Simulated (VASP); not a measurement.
## Geometry relaxation of ZnSe (part 2 of 3)

The same run, continued: ZnSe (F-43m, 2 atoms in the cell); Kohn-Sham DFT of a periodic cell, PBE, VASP PAW PBE potentials, recommended, no spin polarisation (VASP 6.6.1); cutoff 200 eV, 10×10×10 k-mesh, Gaussian smearing of 0.02 eV. The structure derives from an entry of the Crystallography Open Database.

Geometry of the input (Å; fractional positions):
```
0.0000  2.8338  2.8338
2.8338  0.0000  2.8338
2.8338  2.8338  0.0000
Zn 0.0000  0.0000  0.0000
Se 0.2500  0.2500  0.2500
```

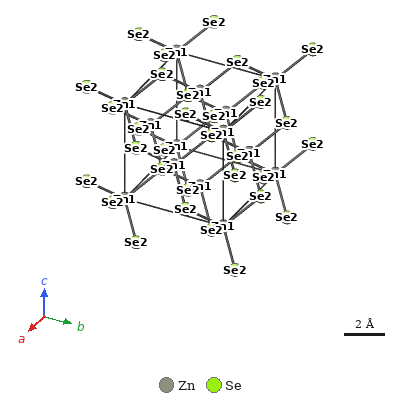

**Figure 1.** The structure as given in the input (ball-and-stick view of the cell 4 times as large as that of the calculation, set on its symmetry axes, seen at an oblique angle; neighbours outside the cell are drawn fainter; atoms are numbered from 1 in the order of the input). An atom can appear more than once, as a periodic image.

Parts of OUTCAR, continued:
```
  ion indices of the primitive-cell ions
   primitive index   ion index
                 1           1
                 2           2

----------------------------------------------------------------------------------------

 KPOINTS: k-points

Automatic generation of k-mesh.
 Grid dimensions read from file:
 generate k-points for:   10   10   10

 Generating k-lattice:

  Cartesian coordinates                     Fractional coordinates (reciprocal lattice)
    -0.017644153  0.017644153  0.017644153     0.100000000  0.000000000  0.000000000
     0.017644153 -0.017644153  0.017644153     0.000000000  0.100000000  0.000000000
     0.017644153  0.017644153 -0.017644153     0.000000000  0.000000000  0.100000000

  Length of vectors
     0.030560569  0.030560569  0.030560569

  Shift w.r.t. Gamma in fractional coordinates (k-lattice)
     0.000000000  0.000000000  0.000000000

 Subroutine IBZKPT returns following result:
 ===========================================

 Found     47 irreducible k-points:

 Following reciprocal coordinates:
            Coordinates               Weight
  0.000000  0.000000  0.000000      1.000000
  0.100000  0.000000  0.000000      8.000000
  0.200000  0.000000  0.000000      8.000000
  0.300000  0.000000  0.000000      8.000000
  0.400000  0.000000  0.000000      8.000000
  0.500000  0.000000  0.000000      4.000000
  0.100000  0.100000  0.000000      6.000000
  0.200000  0.100000  0.000000     24.000000
  0.300000  0.100000  0.000000     24.000000
  0.400000  0.100000  0.000000     24.000000
  0.500000  0.100000  0.000000     24.000000
 -0.400000  0.100000  0.000000     24.000000
 -0.300000  0.100000  0.000000     24.000000
 -0.200000  0.100000  0.000000     24.000000
 -0.100000  0.100000  0.000000     12.000000
  0.200000  0.200000  0.000000      6.000000
  0.300000  0.200000  0.000000     24.000000
  0.400000  0.200000  0.000000     24.000000
  0.500000  0.200000  0.000000     24.000000
 -0.400000  0.200000  0.000000     24.000000
 -0.300000  0.200000  0.000000     24.000000
 -0.200000  0.200000  0.000000     12.000000
  0.300000  0.300000  0.000000      6.000000
  0.400000  0.300000  0.000000     24.000000
 [... further k-points ...]
   k-points           NKPTS =     47   k-points in BZ     NKDIM =     47   number of bands    NBANDS=     13
   number of dos      NEDOS =    301   number of ions     NIONS =      2
   total plane-waves  NPLWV =   5832
   dimension x,y,z NGX =    18 NGY =   18 NGZ =   18
   dimension x,y,z NGXF=    36 NGYF=   36 NGZF=   36
   ions per type =               1   1
   NGX,Y,Z   is equivalent  to a cutoff of   7.47,  7.47,  7.47 a.u.
   NGXF,Y,Z  is equivalent  to a cutoff of  14.93, 14.93, 14.93 a.u.
 SYSTEM =  ZnSe
   PREC   = accura    normal or accurate (medium, high low for compatibility)
   ISTART =      0    job   : 0-new  1-cont  2-samecut
   ICHARG =      2    charge: 1-file 2-atom 10-const
   ISPIN  =      1    spin polarized calculation?
   LNONCOLLINEAR =      F non collinear calculations
   LSORBIT =      F    spin-orbit coupling
   LASPH  =      T    aspherical Exc in radial PAW
   ENCUT  =  200.0 eV  14.70 Ry    3.83 a.u.   4.62  4.62  4.62*2*pi/ulx,y,z
   NELM   =     80;   NELMIN=  2; NELMDL= -5     # of ELM steps
   EDIFF  = 0.1E-06   stopping-criterion for ELM
   LREAL  =      F    real-space projection
   EDIFFG = -.2E-02   stopping-criterion for IOM
   NSW    =     80    number of steps for IOM
   IBRION =      2    ionic relax: 0-MD 1-quasi-New 2-CG
   NFREE  =      1    steps in history (QN), initial steepest desc. (CG)
   ISIF   =      3    stress and relaxation
   ISYM   =      2    0-nonsym 1-usesym 2-fastsym
   POTIM  = 0.5000    time-step for ionic-motion
   TEBEG  =    0.0;   TEEND  =   0.0 temperature during run
   PSTRESS=    0.0 pullay stress
   NELECT =      18.0000    total number of electrons
   NUPDOWN=      -1.0000    fix difference up-down
   EMIN   =  10.00;   EMAX   =-10.00  energy-range for DOS
   EFERMI =   0.00;   METHOD = LEGACY
   ISMEAR =     0;   SIGMA  =   0.02  broadening in eV -4-tet -1-fermi 0-gaus
   EFERMI_NEDOS =   21; number of points for ismear=-14 and -15
   IALGO  =     38    algorithm
   IMIX   =      4    mixing-type and parameters
     AMIX     =   0.40;   BMIX     =  1.00
     AMIX_MAG =   1.60;   BMIX_MAG =  1.00
  volume/ion in A,a.u.               =      22.76       153.57
  Fermi-wavevector in a.u.,A,eV,Ry     =   1.201673  2.270834 19.647073  1.444019
  Thomas-Fermi vector in A             =   2.337476
   LORBIT       =      0    0 simple, 1 ext, 2 COOP (PROOUT), +10 PAW based schemes
   GGA     = PE    functional components
   LHFCALC =     F    Hartree Fock is set to
   AEXX    =    0.0000 exact exchange contribution
   IVDW    =     0    specifies the selected vdW correction
   LEPSILON=     F    determine dielectric tensor
   LRPA    =     F    only Hartree local field effects (RPA)
 conjugate gradient relaxation of ions
 non-spin polarized calculation
 Gauss-broadening in eV      SIGMA  =   0.02
  energy-cutoff  :      200.00
  volume of cell :       45.51
 maximum number of plane-waves:       303
   NGX =  9   NGY =  9   NGZ =  9

--------------------------------------- Ionic step        1  -------------------------------------------

 number of electron      18.0000125 magnetization

 Free energy of the ion-electron system (eV)
  ---------------------------------------------------
  ext. energy  EPLUGINS =         0.00000000
  ---------------------------------------------------
  free energy    TOTEN  =        -5.55140018 eV

  energy without entropy =       -5.55140018  energy(sigma->0) =       -5.55140018

------------------------ aborting loop because EDIFF is reached ----------------------------------------

  FORCE on cell =-STRESS in cart. coord.  units (eV):
  Direction    XX          YY          ZZ          XY          YZ          ZX
  --------------------------------------------------------------------------------------
  -------------------------------------------------------------------------------------
  Total       -7.9638670     -7.9638670     -7.9638670     -0.0000000      0.0000000     -0.0000000
  in kB     -280.3476984   -280.3476984   -280.3476984     -0.0000000      0.0000000     -0.0000000
  external PRESSURE =    -280.3476984 kB  Pullay stress =       0.0000000 kB

 VOLUME and BASIS-vectors are now :
 -----------------------------------------------------------------------------
  energy-cutoff  :      200.00
  volume of cell :       45.51
      direct lattice vectors                 reciprocal lattice vectors
     0.000000000  2.833800000  2.833800000    -0.176441527  0.176441527  0.176441527
     2.833800000  0.000000000  2.833800000     0.176441527 -0.176441527  0.176441527
     2.833800000  2.833800000  0.000000000     0.176441527  0.176441527 -0.176441527

 POSITION                                       TOTAL-FORCE (eV/Angst)
 -----------------------------------------------------------------------------------
      0.00000      0.00000      0.00000         0.000000      0.000000      0.000000
      1.41690      1.41690      1.41690        -0.000000     -0.000000     -0.000000
 -----------------------------------------------------------------------------------
    total drift:                               -0.000020     -0.000020     -0.000017

  FREE ENERGIE OF THE ION-ELECTRON SYSTEM (eV)
  ---------------------------------------------------
  free  energy   TOTEN  =        -5.5514001760 eV

  energy  without entropy=       -5.5514001760  energy(sigma->0) =       -5.55140018

--------------------------------------- Ionic step        2  -------------------------------------------

 number of electron      17.9999983 magnetization

 E-fermi :   9.9969     XC(G=0): -12.5796     alpha+bet :-13.6636

 val. band max:        9.7960185458   @ k =   0.0000   0.0000   0.0000
 cond. band min:      10.5567970189   @ k =   0.5000   0.5000   0.0000
 fundamental gap:      0.7607784731
 Fermi energy:         9.9968700360

 k-point     1 :       0.0000    0.0000    0.0000
  band No.  band energies     occupation
      1     -10.1464      2.00000
      2      -1.6186      2.00000
      3      -1.6186      2.00000
      4      -1.6186      2.00000
      5      -0.4457      2.00000
      6      -0.4457      2.00000
      7       9.7960      2.00000
      8       9.7960      2.00000
      9       9.7960      2.00000
     10      14.0286      0.00000
     11      14.5304      0.00000
     12      14.5304      0.00000
     13      14.5304      0.00000

 k-point     2 :       0.1000    0.0000    0.0000
  band No.  band energies     occupation
      1      -9.9764      2.00000
      2      -1.6580      2.00000
      3      -1.5853      2.00000
      4      -1.5853      2.00000
      5      -0.4537      2.00000
      6      -0.4537      2.00000
      7       8.2127      2.00000
      8       9.4570      2.00000
      9       9.4570      2.00000
     10      14.1065      0.00000
     11      14.9649      0.00000
     12      14.9649      0.00000
     13      15.6390      0.00000

 k-point     3 :       0.2000    0.0000    0.0000
  band No.  band energies     occupation
      1      -9.4903      2.00000
      2      -1.7494      2.00000
      3      -1.5051      2.00000
      4      -1.5051      2.00000
      5      -0.4624      2.00000
      6      -0.4624      2.00000
      7       5.5524      2.00000
      8       8.7586      2.00000
      9       8.7586      2.00000
     10      13.8082      0.00000
     11      15.6485      0.00000
     12      15.6486      0.00000
     13      17.5564      0.00000

 k-point     4 :       0.3000    0.0000    0.0000
  band No.  band energies     occupation
      1      -8.7778      2.00000
      2      -1.8209      2.00000
      3      -1.4265      2.00000
      4      -1.4265      2.00000
      5      -0.4415      2.00000
      6      -0.4415      2.00000
      7       3.0257      2.00000
      8       8.0818      2.00000
      9       8.0819      2.00000
     10      13.5009      0.00000
     11      15.6487      0.00000
     12      15.6487      0.00000
     13      18.5058      0.00000

 k-point     5 :       0.4000    0.0000    0.0000
  band No.  band energies     occupation
      1      -8.0574      2.00000
      2      -1.7755      2.00000
      3      -1.3852      2.00000
      4      -1.3852      2.00000
      5      -0.3918      2.00000
      6      -0.3918      2.00000
      7       1.0514      2.00000
      8       7.6107      2.00000
      9       7.6107      2.00000
     10      13.2881      0.00000
     11      15.3027      0.00000
     12      15.3027      0.00000
     13      18.4441      0.00000

 [... the levels of 18 k-points are left out ...]

 k-point    24 :       0.4000    0.3000    0.0000
  band No.  band energies     occupation
      1      -7.7367      2.00000
      2      -2.1848      2.00000
      3      -1.0477      2.00000
      4      -1.0289      2.00000
      5      -0.5039      2.00000
      6      -0.3014      2.00000
      7       3.1218      2.00000
      8       4.6408      2.00000
      9       5.0835      2.00000
     10      11.5098      0.00000
     11      13.0933      0.00000
     12      20.9377      0.00000
     13      20.9901      0.00000

 [... further k-points ...]

------------------------ aborting loop because EDIFF is reached ----------------------------------------

  FORCE on cell =-STRESS in cart. coord.  units (eV):
  Direction    XX          YY          ZZ          XY          YZ          ZX
  --------------------------------------------------------------------------------------
  -------------------------------------------------------------------------------------
  Total       26.6482641     26.6482641     26.6482641     -0.0000000      0.0000000     -0.0000000
  in kB     1778.9655991   1778.9655991   1778.9655991     -0.0000000      0.0000000     -0.0000000
  external PRESSURE =    1778.9655991 kB  Pullay stress =       0.0000000 kB

 VOLUME and BASIS-vectors are now :
 -----------------------------------------------------------------------------
  energy-cutoff  :      200.00
  volume of cell :       24.00
      direct lattice vectors                 reciprocal lattice vectors
     0.000000000  2.289429742  2.289429742    -0.218394996  0.218394996  0.218394996
     2.289429742  0.000000000  2.289429742     0.218394996 -0.218394996  0.218394996
     2.289429742  2.289429742  0.000000000     0.218394996  0.218394996 -0.218394996

 POSITION                                       TOTAL-FORCE (eV/Angst)
 -----------------------------------------------------------------------------------
      0.00000      0.00000      0.00000         0.000000      0.000000      0.000000
      1.14471      1.14471      1.14471        -0.000000     -0.000000     -0.000000
 -----------------------------------------------------------------------------------
    total drift:                                0.000028      0.000028      0.000020

  FREE ENERGIE OF THE ION-ELECTRON SYSTEM (eV)
  ---------------------------------------------------
  free  energy   TOTEN  =         0.0282934808 eV

  energy  without entropy=        0.0282934808  energy(sigma->0) =        0.02829348

--------------------------------------- Ionic step        3  -------------------------------------------

 number of electron      17.9999858 magnetization

------------------------ aborting loop because EDIFF is reached ----------------------------------------

  FORCE on cell =-STRESS in cart. coord.  units (eV):
  Direction    XX          YY          ZZ          XY          YZ          ZX
  --------------------------------------------------------------------------------------
  -------------------------------------------------------------------------------------
  Total       -0.6887835     -0.6887835     -0.6887835     -0.0000000     -0.0000000      0.0000000
  in kB      -27.6001006    -27.6001006    -27.6001006     -0.0000000     -0.0000000      0.0000000
  external PRESSURE =     -27.6001006 kB  Pullay stress =       0.0000000 kB

 VOLUME and BASIS-vectors are now :
 -----------------------------------------------------------------------------
  energy-cutoff  :      200.00
  volume of cell :       39.98
      direct lattice vectors                 reciprocal lattice vectors
     0.000000000  2.714048204  2.714048204    -0.184226647  0.184226647  0.184226647
     2.714048204  0.000000000  2.714048204     0.184226647 -0.184226647  0.184226647
     2.714048204  2.714048204  0.000000000     0.184226647  0.184226647 -0.184226647

 POSITION                                       TOTAL-FORCE (eV/Angst)
 -----------------------------------------------------------------------------------
      0.00000      0.00000      0.00000         0.000000      0.000000      0.000000
      1.35702      1.35702      1.35702        -0.000000     -0.000000     -0.000000
```
